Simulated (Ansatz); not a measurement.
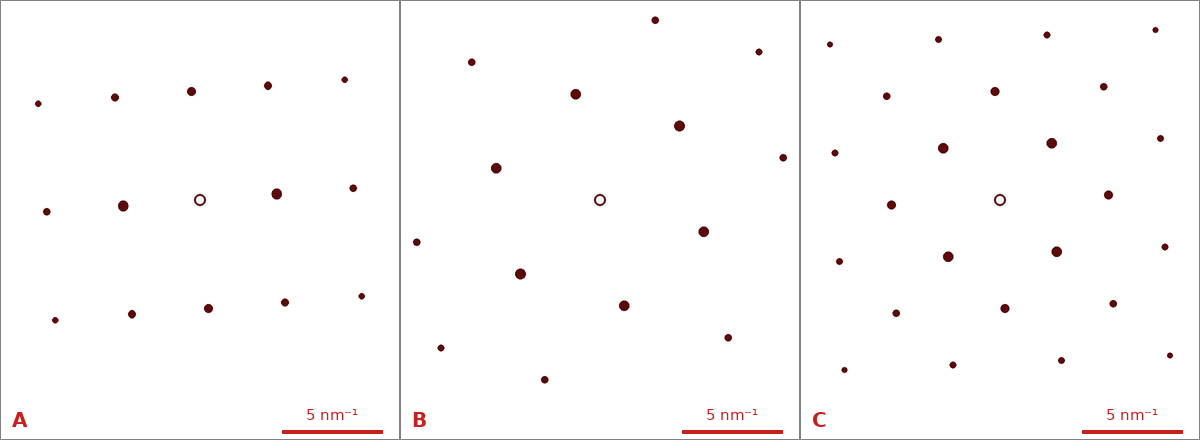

Simulated selected-area electron diffraction patterns (200 kV, kinematic approximation, thin crystal, B = 0.5 Å² for all atoms).

All three come from Mo, space group Pm-3m (No. 221), a = 2.604 Å. Structure: the input geometry of an electronic-structure calculation (not necessarily at equilibrium); the starting structure was generated, so it need not be a known form of this composition.

```cif
data_structure
_symmetry_space_group_name_H-M 'Pm-3m'
_symmetry_Int_Tables_number 221
_cell_length_a 2.6039
_cell_length_b 2.6039
_cell_length_c 2.6039
_cell_angle_alpha 90.000
_cell_angle_beta 90.000
_cell_angle_gamma 90.000
_cell_volume 17.66
loop_
_atom_site_label
_atom_site_type_symbol
_atom_site_symmetry_multiplicity
_atom_site_Wyckoff_symbol
_atom_site_fract_x
_atom_site_fract_y
_atom_site_fract_z
_atom_site_occupancy
Mo1 Mo 1 a 0.00000 0.00000 0.00000 1
```

### Assign the zone axes [001], [110], [111] to A, B and C.

A is [110]: rectangular net of 0 0 1 at d = 2.60 Å and 1 -1 0 at d = 1.84 Å, at 90.0°. B is [111]: hexagonal net of -1 1 0 at d = 1.84 Å and -1 0 1 at d = 1.84 Å, at 60.0°. C is [001]: square net of 1 0 0 at d = 2.60 Å and 0 1 0 at d = 2.60 Å, at 90.0°.
